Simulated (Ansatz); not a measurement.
Geometry relaxation of C (part 2 of 2)

C (slab, 2 atoms in the cell); DFT PBE+D3(BJ), scalar-relativistic, plane waves, PAW, no spin polarisation (Ansatz 0.2.0); cutoff 420 eV, 12×12×1 k-mesh, Gaussian smearing of 0.02 eV. The structure derives from a Materials Project entry. It belongs to a series of runs on one base structure; here: one layer taken out of the bulk.

Geometry of the input (Å; fractional positions):
```
2.4655  0.0000  0.0000
-1.2327  2.1342  0.0000
0.0000  0.0000  26.0000
C  0.0833  0.1666  0.5000
C  0.4167  0.8334  0.5000
```

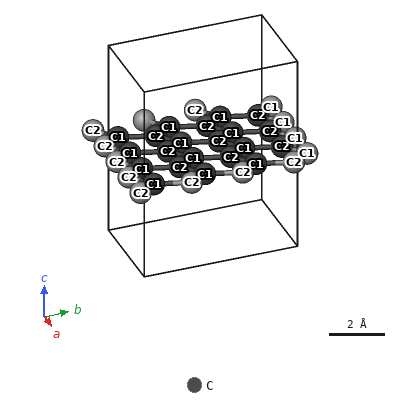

The geometry at step 3 of the log (ball-and-stick view of the 3 × 3 repeat of the cell, with the vacuum cut short, seen slightly off an axis; neighbours outside the cell are drawn fainter; atoms are numbered from 1 in the order of the input).

The program's output, continued
```
SCF iter   1: F=—  HF=-502.058734 eV  |F-HF|=—  |Δ(HF+E_count)|=         —  Δρ=2.65e-3  dr2=7.58e-3  ethr=9.51e-5  ⟨swp⟩=2.4  Hψ=3160  notcnv=0
preconditioner: auto → LDOS  [metal: Δε(μ)=0.018 eV  Ē_g=16.275 eV  σ=0.020 eV  W_gap=0.46  n_scr=14 (ndim 8)  ℏωp=9.0 eV  f_vac=0.833  D(μ)=1.29/eV (n_scr^D=10)  β→1.0]
SCF iter   2: F=—  HF=-502.055590 eV  |F-HF|=—  |Δ(HF+E_count)|=   3.14e-3  Δρ=9.28e-4  dr2=8.53e-4  ethr=9.47e-5  ⟨swp⟩=3.8  Hψ=837  notcnv=0
SCF iter   3: F=—  HF=-502.055477 eV  |F-HF|=—  |Δ(HF+E_count)|=   1.13e-4  Δρ=1.16e-4  dr2=9.09e-6  ethr=1.07e-5  ⟨swp⟩=4.0  Hψ=868  notcnv=0
SCF iter   4: F=—  HF=-502.055513 eV  |F-HF|=—  |Δ(HF+E_count)|=   3.59e-5  Δρ=1.88e-5  dr2=4.72e-7  ethr=1.14e-7  ⟨swp⟩=3.0  Hψ=857  notcnv=0
SCF iter   5: F=—  HF=-502.055516 eV  |F-HF|=—  |Δ(HF+E_count)|=   2.93e-6  Δρ=3.99e-6  dr2=2.37e-8  ethr=5.89e-9  ⟨swp⟩=2.8  Hψ=688  notcnv=0
SCF iter   6: F=—  HF=-502.055516 eV  |F-HF|=—  |Δ(HF+E_count)|=   2.79e-7  Δρ=5.64e-7  dr2=5.20e-10  ethr=2.96e-10  ⟨swp⟩=2.8  Hψ=667  notcnv=0
iter 7 did not close the SCF: its close was put off until two iterations running show no level that it waits for move by more than its bar (scf_convergence_deferred on its scf_iter line)
SCF iter   7: F=-502.055516 eV  HF=-502.055516 eV  |F-HF|=2.62e-10  |Δ(HF+E_count)|=   2.78e-8  Δρ=4.13e-8  dr2=2.26e-12  ethr=1.00e-12  ⟨swp⟩=10.2  Hψ=2950  notcnv=0
iter 8 did not close the SCF: its close was put off until two iterations running show no level that it waits for move by more than its bar (scf_convergence_deferred on its scf_iter line)
SCF iter   8: F=-502.055516 eV  HF=-502.055516 eV  |F-HF|=3.75e-12  |Δ(HF+E_count)|=  2.68e-10  Δρ=2.47e-9  dr2=3.75e-15  ethr=1.00e-12  ⟨swp⟩=6.2  Hψ=1823  notcnv=0
SCF iter   9: F=-502.055516 eV  HF=-502.055516 eV  |F-HF|=3.69e-12  |Δ(HF+E_count)|=  4.55e-13  Δρ=2.39e-10  dr2=3.81e-17  ethr=1.00e-12  ⟨swp⟩=4.0  Hψ=1317  notcnv=0
SCF 6 converged in 9 iterations: F = -502.055516 eV  dr2 = 3.81e-17
relax step   6: F+E_penalty+E_count = -502.05551590 eV  Δ(F+E_penalty+E_count) = -7.015e-5 eV  max|allowed force component| = 3.914e-2 eV/Å  Δτ_max = 0.0002 Å  P = -0.195 N/m  Ω = 137.033 Å³  energy of the carried Pulay correction = -9.389e-5 eV  fix = [c, alpha, beta]  reactions: c +0.000 N/m  (9 SCF iters, accepted)
Crystal: 2 atoms, lattice volume = 137.002 Å³
Basis set: ecut = 420 eV, 2589 PW (Γ), exchange–correlation on 36×36×360 points (8 copies of the dense FFT grid, shifted against one another)
iter 1 solved again at ethr=9.04e-7 eV; its pass at ethr=3.10e-3 eV (dr2=7.23e-5 eV) is discarded
SCF iter   1: F=—  HF=-502.055488 eV  |F-HF|=—  |Δ(HF+E_count)|=         —  Δρ=3.13e-4  dr2=8.56e-5  ethr=9.04e-7  ⟨swp⟩=3.4  Hψ=2837  notcnv=0
preconditioner: auto → none  [insulator: Δε(μ)=0.105 eV  Ē_g=16.180 eV  σ=0.020 eV  W_gap=1.00  n_scr=14 (ndim 8)  ℏωp=9.0 eV  f_vac=0.834  D(μ)=0.00/eV (n_scr^D=0)  ε∞_Penn≈1.3]
SCF iter   2: F=—  HF=-502.055473 eV  |F-HF|=—  |Δ(HF+E_count)|=   1.58e-5  Δρ=1.10e-4  dr2=8.71e-6  ethr=9.04e-7  ⟨swp⟩=2.3  Hψ=518  notcnv=0
SCF iter   3: F=-502.055469 eV  HF=-502.055469 eV  |F-HF|=3.86e-8  |Δ(HF+E_count)|=   3.28e-6  Δρ=1.35e-5  dr2=5.47e-8  ethr=2.50e-9  ⟨swp⟩=13.7  Hψ=3615  notcnv=0
SCF 7 converged in 3 iterations: F = -502.055469 eV  dr2 = 5.47e-8
relax step   7: F+E_penalty+E_count = -502.05546941 eV  Δ(F+E_penalty+E_count) = +4.649e-5 eV  max|allowed force component| = 5.779e-2 eV/Å  Δτ_max = 0.0007 Å  P = -0.140 N/m  Ω = 137.002 Å³  energy of the carried Pulay correction = -8.107e-5 eV  fix = [c, alpha, beta]  (3 SCF iters, dr2 threshold 2.00e-7 eV, rejected (line search))
Crystal: 2 atoms, lattice volume = 136.980 Å³
iter 1 solved again at ethr=3.22e-7 eV; its pass at ethr=3.10e-3 eV (dr2=2.57e-5 eV) is discarded
SCF iter   1: F=—  HF=-502.055581 eV  |F-HF|=—  |Δ(HF+E_count)|=         —  Δρ=1.85e-4  dr2=3.05e-5  ethr=3.22e-7  ⟨swp⟩=3.3  Hψ=2817  notcnv=0
preconditioner: auto → LDOS  [insulator: Δε(μ)=0.065 eV  Ē_g=16.180 eV  σ=0.020 eV  W_gap=0.98  n_scr=14 (ndim 8)  ℏωp=9.0 eV  f_vac=0.834  D(μ)=0.12/eV (n_scr^D=2)  ε∞_Penn≈1.3  β→1.0]
SCF iter   2: F=—  HF=-502.055589 eV  |F-HF|=—  |Δ(HF+E_count)|=   7.82e-6  Δρ=6.39e-5  dr2=4.47e-6  ethr=3.22e-7  ⟨swp⟩=2.0  Hψ=647  notcnv=0
SCF iter   3: F=—  HF=-502.055587 eV  |F-HF|=—  |Δ(HF+E_count)|=   2.18e-6  Δρ=3.44e-6  dr2=5.42e-9  ethr=5.59e-8  ⟨swp⟩=3.0  Hψ=719  notcnv=0
SCF iter   4: F=—  HF=-502.055587 eV  |F-HF|=—  |Δ(HF+E_count)|=   1.89e-7  Δρ=4.67e-7  dr2=2.03e-10  ethr=6.78e-11  ⟨swp⟩=3.3  Hψ=681  notcnv=0
SCF iter   5: F=—  HF=-502.055587 eV  |F-HF|=—  |Δ(HF+E_count)|=  7.25e-11  Δρ=1.00e-7  dr2=9.58e-12  ethr=2.53e-12  ⟨swp⟩=3.0  Hψ=586  notcnv=0
SCF iter   6: F=-502.055587 eV  HF=-502.055587 eV  |F-HF|=2.16e-12  |Δ(HF+E_count)|=  5.68e-12  Δρ=8.10e-9  dr2=5.47e-14  ethr=1.00e-12  ⟨swp⟩=9.6  Hψ=2261  notcnv=0
SCF 8 converged in 6 iterations: F = -502.055587 eV  dr2 = 5.47e-14
relax step   8: F+E_penalty+E_count = -502.05558658 eV  Δ(F+E_penalty+E_count) = -7.068e-5 eV  max|allowed force component| = 1.315e-2 eV/Å  Δτ_max = 0.0002 Å  P = -0.110 N/m  Ω = 136.980 Å³  energy of the carried Pulay correction = -7.209e-5 eV  fix = [c, alpha, beta]  reactions: c +0.000 N/m  (6 SCF iters, accepted)
Crystal: 2 atoms, lattice volume = 136.961 Å³
iter 1 solved again at ethr=7.32e-9 eV; its pass at ethr=3.10e-3 eV (dr2=5.86e-7 eV) is discarded
SCF iter   1: F=—  HF=-502.055582 eV  |F-HF|=—  |Δ(HF+E_count)|=         —  Δρ=2.20e-5  dr2=5.85e-7  ethr=7.32e-9  ⟨swp⟩=3.0  Hψ=2763  notcnv=0
preconditioner: auto → LDOS  [insulator: Δε(μ)=0.070 eV  Ē_g=16.180 eV  σ=0.020 eV  W_gap=0.99  n_scr=14 (ndim 8)  ℏωp=9.0 eV  f_vac=0.834  D(μ)=0.08/eV (n_scr^D=2)  ε∞_Penn≈1.3  β→1.0]
SCF iter   2: F=—  HF=-502.055601 eV  |F-HF|=—  |Δ(HF+E_count)|=   1.95e-5  Δρ=8.64e-6  dr2=1.06e-7  ethr=7.32e-9  ⟨swp⟩=2.0  Hψ=606  notcnv=0
iter 3 did not close the SCF: its close was put off until two iterations running show no level that it waits for move by more than its bar (scf_convergence_deferred on its scf_iter line)
SCF iter   3: F=-502.055601 eV  HF=-502.055601 eV  |F-HF|=9.26e-10  |Δ(HF+E_count)|=   9.98e-9  Δρ=4.52e-7  dr2=1.36e-10  ethr=5.54e-10  ⟨swp⟩=14.2  Hψ=3016  notcnv=0
iter 4 did not close the SCF: its close was put off until two iterations running show no level that it waits for move by more than its bar (scf_convergence_deferred on its scf_iter line)
SCF iter   4: F=-502.055601 eV  HF=-502.055601 eV  |F-HF|=1.03e-11  |Δ(HF+E_count)|=  9.35e-10  Δρ=5.10e-8  dr2=2.46e-12  ethr=1.70e-12  ⟨swp⟩=6.3  Hψ=1937  notcnv=0
SCF iter   5: F=-502.055601 eV  HF=-502.055601 eV  |F-HF|=6.76e-12  |Δ(HF+E_count)|=  1.82e-11  Δρ=6.85e-9  dr2=2.09e-14  ethr=1.00e-12  ⟨swp⟩=6.0  Hψ=1680  notcnv=0
SCF 9 converged in 5 iterations: F = -502.055601 eV  dr2 = 2.09e-14
relax step   9: F+E_penalty+E_count = -502.05560135 eV  Δ(F+E_penalty+E_count) = -1.477e-5 eV  max|allowed force component| = 1.129e-3 eV/Å  Δτ_max = 0.0002 Å  P = -0.080 N/m  Ω = 136.961 Å³  energy of the carried Pulay correction = -6.427e-5 eV  fix = [c, alpha, beta]  reactions: c +0.000 N/m  (5 SCF iters, accepted)
Crystal: 2 atoms, lattice volume = 136.901 Å³
iter 1 solved again at ethr=5.34e-8 eV; its pass at ethr=3.10e-3 eV (dr2=4.27e-6 eV) is discarded
SCF iter   1: F=—  HF=-502.055613 eV  |F-HF|=—  |Δ(HF+E_count)|=         —  Δρ=5.41e-5  dr2=4.30e-6  ethr=5.34e-8  ⟨swp⟩=2.7  Hψ=2682  notcnv=0
preconditioner: auto → LDOS  [insulator: Δε(μ)=0.067 eV  Ē_g=16.186 eV  σ=0.020 eV  W_gap=0.98  n_scr=14 (ndim 8)  ℏωp=9.0 eV  f_vac=0.834  D(μ)=0.10/eV (n_scr^D=2)  ε∞_Penn≈1.3  β→1.0]
SCF iter   2: F=—  HF=-502.055631 eV  |F-HF|=—  |Δ(HF+E_count)|=   1.79e-5  Δρ=2.23e-5  dr2=7.44e-7  ethr=5.34e-8  ⟨swp⟩=2.3  Hψ=674  notcnv=0
iter 3 did not close the SCF: its close was put off until two iterations running show no level that it waits for move by more than its bar (scf_convergence_deferred on its scf_iter line)
SCF iter   3: F=-502.055631 eV  HF=-502.055631 eV  |F-HF|=1.93e-8  |Δ(HF+E_count)|=   2.07e-8  Δρ=9.18e-7  dr2=7.30e-10  ethr=2.50e-10  ⟨swp⟩=12.9  Hψ=3517  notcnv=0
iter 4 did not close the SCF: its close was put off until two iterations running show no level that it waits for move by more than its bar (scf_convergence_deferred on its scf_iter line)
SCF iter   4: F=-502.055631 eV  HF=-502.055631 eV  |F-HF|=5.89e-11  |Δ(HF+E_count)|=   1.94e-8  Δρ=6.88e-8  dr2=3.21e-12  ethr=9.13e-12  ⟨swp⟩=8.1  Hψ=2503  notcnv=0
iter 5 did not close the SCF: its close was put off until two iterations running show no level that it waits for move by more than its bar (scf_convergence_deferred on its scf_iter line)
SCF iter   5: F=-502.055631 eV  HF=-502.055631 eV  |F-HF|=9.66e-13  |Δ(HF+E_count)|=  5.52e-11  Δρ=1.08e-8  dr2=1.04e-13  ethr=1.00e-12  ⟨swp⟩=6.0  Hψ=1655  notcnv=0
SCF iter   6: F=-502.055631 eV  HF=-502.055631 eV  |F-HF|=4.09e-12  |Δ(HF+E_count)|=  1.08e-12  Δρ=7.23e-10  dr2=4.79e-16  ethr=1.00e-12  ⟨swp⟩=5.0  Hψ=1482  notcnv=0
SCF 10 converged in 6 iterations: F = -502.055631 eV  dr2 = 4.79e-16
relax step  10: F+E_penalty+E_count = -502.05563083 eV  Δ(F+E_penalty+E_count) = -2.948e-5 eV  max|allowed force component| = 3.976e-3 eV/Å  Δτ_max = 0.0000 Å  P = +0.016 N/m  Ω = 136.901 Å³  energy of the carried Pulay correction = -3.932e-5 eV  fix = [c, alpha, beta]  reactions: c +0.000 N/m  (6 SCF iters, accepted)
Crystal: 2 atoms, lattice volume = 136.910 Å³
iter 1 solved again at ethr=2.35e-9 eV; its pass at ethr=3.10e-3 eV (dr2=1.88e-7 eV) is discarded
SCF iter   1: F=—  HF=-502.055608 eV  |F-HF|=—  |Δ(HF+E_count)|=         —  Δρ=1.35e-5  dr2=2.05e-7  ethr=2.35e-9  ⟨swp⟩=3.1  Hψ=2782  notcnv=0
preconditioner: auto → LDOS  [insulator: Δε(μ)=0.069 eV  Ē_g=16.181 eV  σ=0.020 eV  W_gap=0.99  n_scr=14 (ndim 8)  ℏωp=9.0 eV  f_vac=0.834  D(μ)=0.08/eV (n_scr^D=2)  ε∞_Penn≈1.3  β→1.0]
SCF iter   2: F=—  HF=-502.055627 eV  |F-HF|=—  |Δ(HF+E_count)|=   1.96e-5  Δρ=5.11e-6  dr2=3.47e-8  ethr=2.35e-9  ⟨swp⟩=2.0  Hψ=605  notcnv=0
iter 3 did not close the SCF: its close was put off until two iterations running show no level that it waits for move by more than its bar (scf_convergence_deferred on its scf_iter line)
SCF iter   3: F=-502.055627 eV  HF=-502.055627 eV  |F-HF|=2.00e-10  |Δ(HF+E_count)|=   1.36e-8  Δρ=2.76e-7  dr2=3.99e-11  ethr=2.04e-11  ⟨swp⟩=10.5  Hψ=3033  notcnv=0
iter 4 did not close the SCF: its close was put off until two iterations running show no level that it waits for move by more than its bar (scf_convergence_deferred on its scf_iter line)
SCF iter   4: F=-502.055627 eV  HF=-502.055627 eV  |F-HF|=1.93e-12  |Δ(HF+E_count)|=  2.01e-10  Δρ=2.66e-8  dr2=6.73e-13  ethr=1.00e-12  ⟨swp⟩=5.3  Hψ=1809  notcnv=0
SCF iter   5: F=-502.055627 eV  HF=-502.055627 eV  |F-HF|=0.00e0  |Δ(HF+E_count)|=  4.55e-13  Δρ=3.52e-9  dr2=7.84e-15  ethr=1.00e-12  ⟨swp⟩=5.2  Hψ=1549  notcnv=0
SCF 11 converged in 5 iterations: F = -502.055627 eV  dr2 = 7.84e-15
relax step  11: F+E_penalty+E_count = -502.05562729 eV  Δ(F+E_penalty+E_count) = +3.540e-6 eV  max|allowed force component| = 4.491e-4 eV/Å  Δτ_max = 0.0000 Å  P = +0.001 N/m  Ω = 136.910 Å³  energy of the carried Pulay correction = -4.327e-5 eV  fix = [c, alpha, beta]  reactions: c +0.000 N/m  (5 SCF iters, accepted)
Initial wavefunctions: pseudopotential atomic-orbital guess (no wavefunctions were taken with the density)
iter 1 solved again at ethr=3.50e-7 eV; its pass at ethr=3.10e-3 eV (dr2=2.80e-5 eV) is discarded
SCF iter   1: F=—  HF=-502.055636 eV  |F-HF|=—  |Δ(HF+E_count)|=         —  Δρ=2.90e-6  dr2=1.23e-9  ethr=3.50e-7  ⟨swp⟩=4.9  Hψ=5033  notcnv=0
eigensolver tolerance schedule: the retry pair's looser diagonalisation over-reported the residual by 22761.83 of it (diagonalisation noise at an unbounded share of the residual, at the tolerance the schedule requests for it); recorded, not acted on — ethr = c·dr2/N_el stays at c = 1.0e-1
preconditioner: auto → LDOS  [insulator: Δε(μ)=0.069 eV  Ē_g=16.172 eV  σ=0.020 eV  W_gap=0.98  n_scr=14 (ndim 8)  ℏωp=9.0 eV  f_vac=0.834  D(μ)=0.08/eV (n_scr^D=2)  ε∞_Penn≈1.3  β→1.0]
SCF iter   2: F=—  HF=-502.055658 eV  |F-HF|=—  |Δ(HF+E_count)|=   2.28e-5  Δρ=5.48e-7  dr2=1.99e-10  ethr=1.54e-11  ⟨swp⟩=4.8  Hψ=1012  notcnv=0
SCF iter   3: F=—  HF=-502.055658 eV  |F-HF|=—  |Δ(HF+E_count)|=   1.43e-8  Δρ=1.02e-7  dr2=5.74e-12  ethr=2.49e-12  ⟨swp⟩=2.4  Hψ=541  notcnv=0
SCF iter   4: F=-502.055658 eV  HF=-502.055658 eV  |F-HF|=5.78e-11  |Δ(HF+E_count)|=   1.42e-8  Δρ=1.17e-8  dr2=7.58e-14  ethr=1.00e-12  ⟨swp⟩=11.4  Hψ=2411  notcnv=0
SCF 12 converged in 4 iterations: F = -502.055658 eV  dr2 = 7.58e-14
relax step  12: F+E_penalty+E_count = -502.05565834 eV  Δ(F+E_penalty+E_count) = -3.104e-5 eV  max|allowed force component| = 3.477e-4 eV/Å  Δτ_max = 0.0000 Å  P = +0.002 N/m  Ω = 136.910 Å³  fix = [c, alpha, beta]  reactions: c +0.000 N/m  stress off target by 3.90e-3 N/m on what of the cell is left free  SCF on the basis re-selected at this cell (its energy is not comparable with the rows above)  (4 SCF iters)
basis re-selected at this cell: Δ(F+E_penalty+E_count) = -3.104e-5 eV, ΔP = +0.002 N/m vs the last step (what re-selecting the basis moved, of the pressure what is left beyond the Pulay correction that the steps carried, after the strain that the cell walked since its last selection, with what the two solves' SCF thresholds leave and, on support functions, any second-order correction that the steps lacked; it is no measure of the basis error at this ecutwfc). This SCF's stress stands 3.90e-3 N/m from its target on what of the cell is left free (relax.cell.stress_2d_tol is 2.00e-2 N/m) and its largest allowed force component is 3.48e-4 eV/Å (relax.f_tol is 5.00e-3 eV/Å): within both
SCF converged after 4 iterations
Free energy (F): -502.055658 eV
Harris-Foulkes:  -502.055658 eV  (|F-HF|=5.78e-11)
Internal energy: -502.055642 eV  (E = F + TS)
E sigma→0 (E₀):  -502.055650 eV
Entropy (-TS):   -0.000016 eV (-0.008 meV/atom)
Fermi energy:    -4.243915 eV
--- Per-component energies (eV) ---
  E_band       = -107.153411
  E_kinetic    = 181.656007
  E_local      = -6748.063939  (includes V_loc(G=0)·N_el)
  E_nonlocal   = 54.580971
  E_hartree    = 3268.511265
  E_xc         = -95.926487
  E_vxc        = -118.748639  (∫ρ·V_xc dr)
  E_paw        = -198.682402  (= ΣΔE_a)
  E_vpaw       = -13.600364  (= ΣTr[D̂ρ^β])
  E_aug_tail   = 0.000015  (compensation charges beyond the density's cutoff)
  E_ewald      = 3036.046047
  E_disp       = -0.177119  (pairwise vdW)
  E_smearing   = -0.000016  (= −TS)
  E_closure    = 0.000000  (closes the sum)
  Σ components = -502.055658   (vs F -502.055658, Δ=0.00e0)
--- Forces (eV/Å), atoms counted from 1 ---
  atom   1  C      0.00000000    -0.00034771     0.00000000
  atom   2  C      0.00000000     0.00034771     0.00000000
  max |Σ_I F_I| component: 5.42e-20 eV/Å
--- 2D stress c σ (N/m, compression-positive) ---
        0.003897       0.000000       0.000000
        0.000000       0.000461       0.000000
        0.000000       0.000000       0.000000
  P = ½ c Tr σ = 0.0022 N/m
--- Band table (eV; the first three rows and the last of 43) ---
  k-point 0: bands = ["-23.7684", "-11.8663", "-7.3227", "-7.2619", "-0.9839 (-0.9840°)", "-0.2162 (-0.2248°)", "0.3731", "0.5706"]
  k-point 1: bands = ["-23.6041", "-11.6695", "-7.9667", "-7.6072", "-0.7605 (-0.7606°)", "0.0103 (0.0020°)", "0.6018", "0.7986"]
  k-point 2: bands = ["-23.1131", "-11.0841", "-9.5924", "-8.4139", "-0.0907 (-0.0907°)", "0.6889 (0.6812°)", "1.2881", "1.4821"]
  k-point 42: bands = ["-19.5008", "-14.7546", "-13.2332", "-7.0036", "-1.4038", "4.9611 (4.9611°)", "5.6254", "6.5101"]
  ° read free of the cell's end (the report's vacuum.weakly_bound_levels)
--- Relaxed structure (11 steps of the walk, 9 accepted, 1 SCFs on fresh bases) ---
  F+E_penalty+E_count = -502.05565834 eV   max|allowed force component| = 3.477e-4 eV/Å   (the final SCF, on the basis selected at the relaxed cell)
  cell:  # Å, volume = 136.9103 Å³
    - [2.469218710423071, 0.0, 0.0]
    - [-1.2346093552115356, 2.132569038105933, 0.0]
    - [0.0, 0.0, 26.0]
  atoms:
    - { symbol: C, position: [0.08364513235671922, 0.16729026471343839, 0.49999999999999994] }
    - { symbol: C, position: [0.41635486764328067, 0.8327097352865613, 0.49999999999999994] }
```

Trajectory as extended XYZ (Å, eV, eV/Å), 12 frames, from step=1 to step=12
```
2
Lattice="2.4655 0.0000 0.0000 -1.2327 2.1342 0.0000 0.0000 0.0000 26.0000" Properties=species:S:1:pos:R:3:forces:R:3 step=1 energy=-502.05548
C     0.0000    0.3556   13.0000    0.0000   0.0222   0.0000
C     0.0000    1.7786   13.0000    0.0000  -0.0222   0.0000
2
Lattice="2.4659 0.0000 0.0000 -1.2329 2.1349 0.0000 0.0000 0.0000 26.0000" Properties=species:S:1:pos:R:3:forces:R:3 step=2 energy=-502.05547
C     0.0000    0.3558   13.0000    0.0000   0.0154   0.0000
C     0.0000    1.7790   13.0000    0.0000  -0.0154   0.0000
2
Lattice="2.4663 0.0000 0.0000 -1.2332 2.1351 0.0000 0.0000 0.0000 26.0000" Properties=species:S:1:pos:R:3:forces:R:3 step=3 energy=-502.05546
C     0.0000    0.3560   13.0000    0.0000   0.0201   0.0000
C     0.0000    1.7791   13.0000    0.0000  -0.0201   0.0000
2
Lattice="2.4681 0.0000 0.0000 -1.2340 2.1355 0.0000 0.0000 0.0000 26.0000" Properties=species:S:1:pos:R:3:forces:R:3 step=4 energy=-502.05545
C     0.0000    0.3567   13.0000    0.0000   0.0381   0.0000
C     0.0000    1.7788   13.0000    0.0000  -0.0381   0.0000
2
Lattice="2.4969 0.0000 0.0000 -1.2485 2.1384 0.0000 0.0000 0.0000 26.0000" Properties=species:S:1:pos:R:3:forces:R:3 step=5 energy=-502.03591 accepted=F
C     0.0000    0.3667   13.0000    0.0000  -1.0745   0.0000
C     0.0000    1.7717   13.0000    0.0000   1.0745   0.0000
2
Lattice="2.4693 0.0000 0.0000 -1.2347 2.1344 0.0000 0.0000 0.0000 26.0000" Properties=species:S:1:pos:R:3:forces:R:3 step=6 energy=-502.05552
C     0.0000    0.3567   13.0000    0.0000   0.0391   0.0000
C     0.0000    1.7777   13.0000    0.0000  -0.0391   0.0000
2
Lattice="2.4722 0.0000 0.0000 -1.2361 2.1314 0.0000 0.0000 0.0000 26.0000" Properties=species:S:1:pos:R:3:forces:R:3 step=7 energy=-502.05547 accepted=F
C     0.0000    0.3569   13.0000    0.0000  -0.0578   0.0000
C     0.0000    1.7745   13.0000    0.0000   0.0578   0.0000
2
Lattice="2.4701 0.0000 0.0000 -1.2351 2.1329 0.0000 0.0000 0.0000 26.0000" Properties=species:S:1:pos:R:3:forces:R:3 step=8 energy=-502.05559
C     0.0000    0.3567   13.0000    0.0000   0.0132   0.0000
C     0.0000    1.7762   13.0000    0.0000  -0.0132   0.0000
2
Lattice="2.4697 0.0000 0.0000 -1.2349 2.1329 0.0000 0.0000 0.0000 26.0000" Properties=species:S:1:pos:R:3:forces:R:3 step=9 energy=-502.05560
C     0.0000    0.3568   13.0000    0.0000  -0.0011   0.0000
C     0.0000    1.7761   13.0000    0.0000   0.0011   0.0000
2
Lattice="2.4691 0.0000 0.0000 -1.2345 2.1326 0.0000 0.0000 0.0000 26.0000" Properties=species:S:1:pos:R:3:forces:R:3 step=10 energy=-502.05563
C     0.0000    0.3567   13.0000    0.0000   0.0040   0.0000
C     0.0000    1.7758   13.0000    0.0000  -0.0040   0.0000
2
Lattice="2.4692 0.0000 0.0000 -1.2346 2.1326 0.0000 0.0000 0.0000 26.0000" Properties=species:S:1:pos:R:3:forces:R:3 step=11 energy=-502.05563
C     0.0000    0.3568   13.0000    0.0000  -0.0004   0.0000
C     0.0000    1.7758   13.0000    0.0000   0.0004   0.0000
2
Lattice="2.4692 0.0000 0.0000 -1.2346 2.1326 0.0000 0.0000 0.0000 26.0000" Properties=species:S:1:pos:R:3:forces:R:3 step=12 energy=-502.05566
C     0.0000    0.3568   13.0000    0.0000  -0.0003   0.0000
C     0.0000    1.7758   13.0000    0.0000   0.0003   0.0000
```

Results in brief

- outcome: converged
- electrons treated: 8
- free energy: −502.0557 eV
- work function, top face: 4.24 eV
- work function, bottom face: 4.24 eV
- Fermi energy: −4.244 eV
- gap on the k-point mesh: 0.07 eV
- final volume: 136.91 Å³
- work function (upper face): 4.24 eV
- largest force (length of the vector) at the end: under 0.001 eV/Å
- hardware: 1 thread of an x86-64 CPU, shared host
- wall time: 30 s
- peak memory: 0.42 GiB
